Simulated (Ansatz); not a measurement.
GaN (slab)

```cif
data_structure
_symmetry_space_group_name_H-M 'P 1'
_symmetry_Int_Tables_number 1
_cell_length_a 3.1826
_cell_length_b 5.1854
_cell_length_c 18.6749
_cell_angle_alpha 90.000
_cell_angle_beta 90.000
_cell_angle_gamma 90.000
_cell_volume 308.19
loop_
_atom_site_label
_atom_site_type_symbol
_atom_site_fract_x
_atom_site_fract_y
_atom_site_fract_z
_atom_site_occupancy
Ga1 Ga 0.00000 0.97789 0.41943 1
N1 N 0.00000 0.63270 0.40232 1
Ga2 Ga 0.50000 0.50414 0.44015 1
N2 N 0.50000 0.13526 0.44940 1
Ga3 Ga 0.50000 0.00413 0.55985 1
N3 N 0.50000 0.63528 0.55060 1
Ga4 Ga 0.00000 0.47791 0.58057 1
N4 N 0.00000 0.13269 0.59768 1
```

Level of theory: Ansatz, DFT PBEsol, scalar-relativistic, plane waves, PAW.

What will maps of the valence pseudo-density and electron localisation function show?

Answer. Ga–N (1.92 Å): ρ at the midpoint is about 0.78 e/Å³; the ELF peaks at about 0.85 in the valence shell of N, 0.6 Å from its nucleus, and is about 0.50 at the midpoint.

Does the calculation give a band gap?

Answer. It is gapped, with a Kohn–Sham gap of 1.9 eV on the k-point mesh (the band edges may lie off the mesh, which would make the gap smaller).

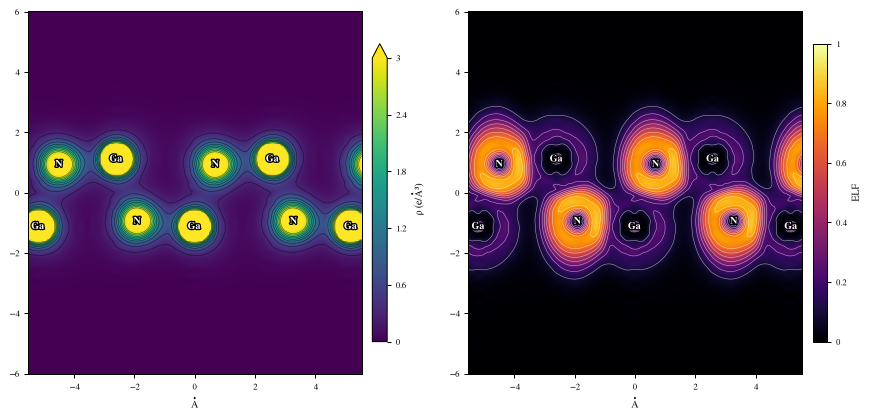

Computed valence pseudo-density and electron localisation function on the (100) plane of the calculation cell, a cut from vacuum to vacuum, in this order. 
